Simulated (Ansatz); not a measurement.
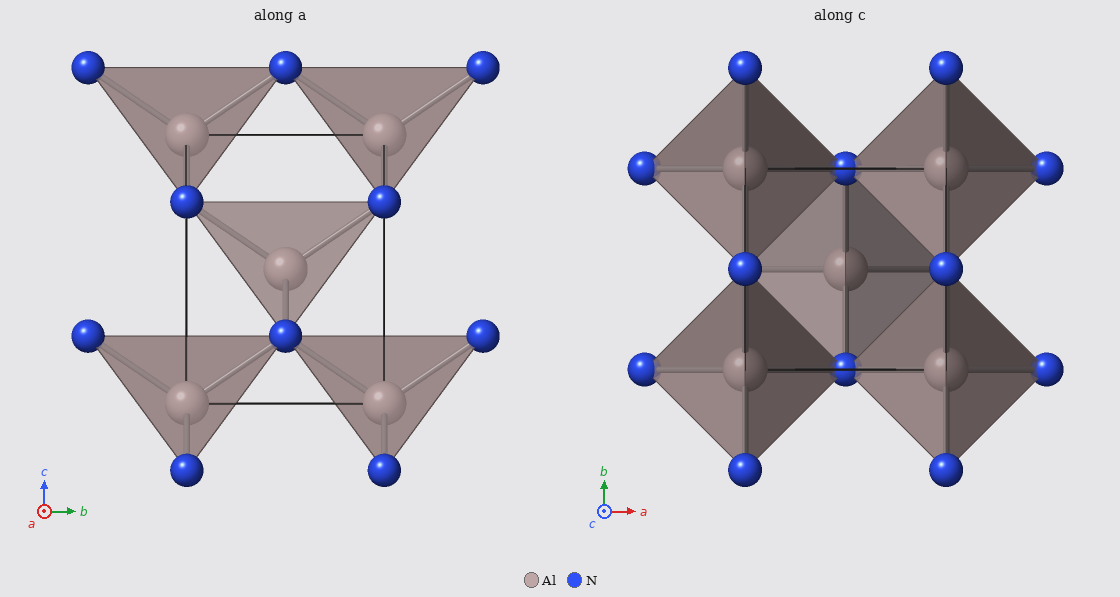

The crystal in a polyhedral representation, seen along the a axis and along the c axis. The conventional unit cell is drawn as a box. Some atoms of the next cells are drawn as well.

AlN, space group I-4m2 (No. 119), a = 3.09 Å, b = 3.09 Å, c = 4.20 Å, α = 90.00°, β = 90.00°, γ = 90.00°.

Run with Ansatz, DFT, r2SCAN, plane waves, PAW and these settings: a basis cut at 500 eV, k-points about 0.25 Å⁻¹ apart, no spin polarisation.

> Does it come out as a metal, or with a gap?

An insulator at this level, with a gap of 3.75 eV, indirect; the smallest direct gap is 5.10 eV.

> What is the computed pressure?

The computed pressure is 8.8 GPa (compressed: it would expand). The stress isn't hydrostatic: its largest component is 12.1 GPa.

The structure comes from a structure listed in the Materials Project. The cell was then strained or its atoms displaced on purpose. Ansatz was used for an electronic-structure calculation on it.

At this level of theory the cell isn't at rest (compressed, at 9 GPa), so its distances can differ from those at equilibrium, the more so the softer the solid.
